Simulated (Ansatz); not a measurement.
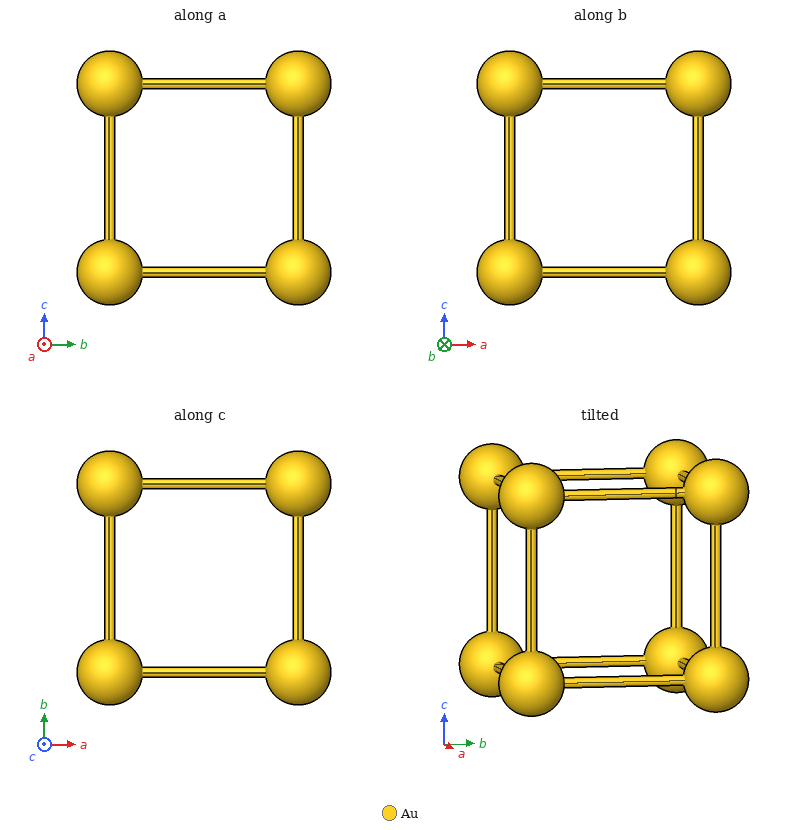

The crystal in a ball-and-stick representation, seen along the a axis, along the b axis, along the c axis and slightly off an axis. The parallelepiped is the conventional unit cell.

Lattice parameters: a = 2.748 Å, b = 2.748 Å, c = 2.748 Å, α = 90.00°, β = 90.00°, γ = 90.00°.

**From the views, write a table of Wyckoff sites.**

Space group Pm-3m (No. 221).
| atom | site | x | y | z |
| --- | --- | --- | --- | --- |
| Au | 1a | 0.0000 | 0.0000 | 0.0000 |

Origin of the cell: a structure type filled with this element by a generator (whether the element takes this form wasn't checked). Earlier steps of the study may have refined or changed the cell and positions. It went into a calculation with Ansatz.
